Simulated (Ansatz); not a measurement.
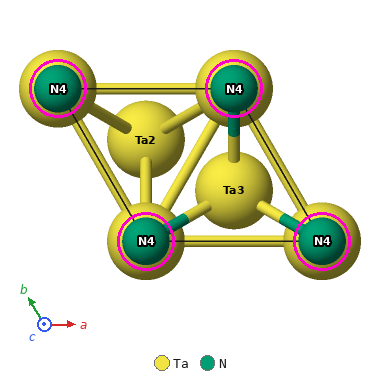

The system is Ta₃N (P-3m1, No. 164; 4 atoms in the cell); the picture shows the reference structure. Atom N4 is moved over a plane while all other atoms and the cell stay fixed (its periodic images move with it) (x along [1 0 0], y along [1 2 0], z along [0 0 1] of the conventional cell). Coordinates scanned: (1) shift of N4 along x; (2) shift of N4 along y. The scan uses a 5 × 5 grid; 9 points were computed and 16 follow by symmetry. Energies are in eV per cell, from the lowest grid point. Method: DFT PBEsol, scalar-relativistic, plane waves, PAW in Ansatz. Settings: cutoff 420 eV, k-mesh 18×18×8 in the order of the run's cell vectors, gaussian smearing 0.15 eV, no spin polarisation.

Its coordinates:

```xyz
4
Lattice="3.0005 0.0000 0.0000 -1.5003 2.5985 0.0000 0.0000 0.0000 7.4499" Properties=species:S:1:pos:R:3 pbc="T T T"
Ta    0.0000    0.0000    3.7250
Ta    0.0000    1.7323    1.2858
Ta    1.5003    0.8662    6.1642
N     0.0000    0.0000    0.0000
```

Range: shift of N4 along x from −0.30 to 0.30 Å; shift of N4 along y from −0.30 to 0.30 Å.

### What will the energy surface look like?

The lowest grid point is at shift of N4 along x = 0.00 Å, shift of N4 along y = 0.00 Å. It is the only kind of minimum in the scanned range. The highest grid point, shift of N4 along x = −0.30 Å, shift of N4 along y = −0.30 Å, lies 1.23 eV above the lowest. Near the minimum the well is nearly round, with a curvature of about 14 eV/Å².

```
shift of N4 along y ↓, shift of N4 along x →  −0.30  −0.15  0.00  0.15  0.30
                                        0.30   1.23   0.77  0.62  0.77  1.23
                                        0.15   0.78   0.32  0.16  0.32  0.78
                                        0.00   0.62   0.16  0.00  0.16  0.62
                                       −0.15   0.78   0.32  0.16  0.32  0.78
                                       −0.30   1.23   0.77  0.62  0.77  1.23
```

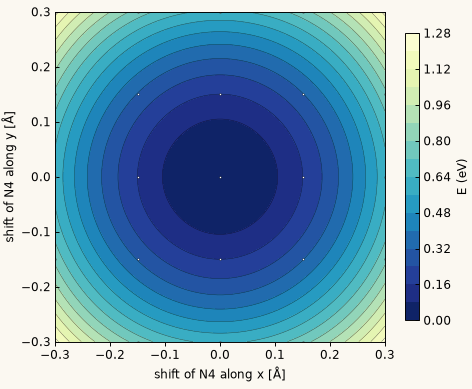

The picture shows filled contours, dots at the grid points. Between grid points the surface is interpolated.
